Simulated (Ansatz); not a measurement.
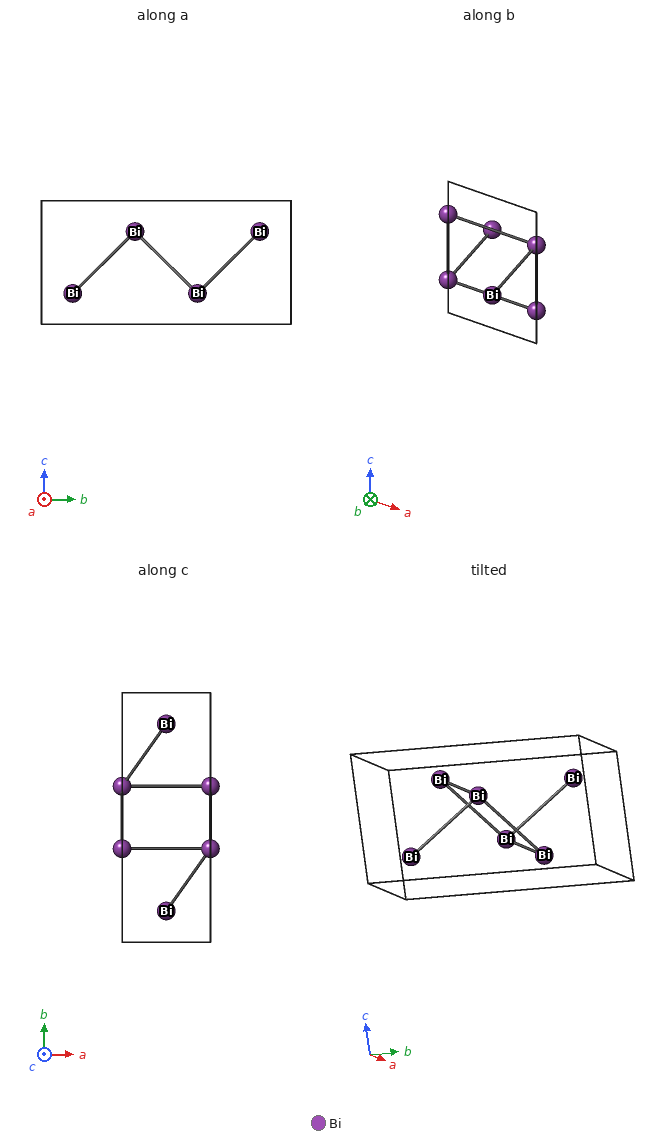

This ball-and-stick model is shown along the a axis, along the b axis, along the c axis and slightly off an axis. The conventional unit cell is outlined; an atom on or near a face, edge or corner is repeated at each equivalent position.

Lattice parameters: a = 3.380 Å, b = 9.008 Å, c = 4.736 Å, α = 90.00°, β = 109.27°, γ = 90.00°. Put a along x and b in the xy plane.

Set out the cell and atoms as a POSCAR file.

Answer.
```
Bi
1.0
     3.380    0.000    0.000
     0.000    9.008    0.000
    -1.563    0.000    4.471
Bi
4
Direct
  0.5000 0.8748 0.7500
  0.0000 0.6252 0.2500
  0.0000 0.3748 0.7500
  0.5000 0.1252 0.2500
```

Source of the structure: a structure type filled with this element by a generator (whether the element takes this form wasn't checked). Earlier steps of the study may have refined or changed the cell and positions. A calculation with Ansatz used it as input.
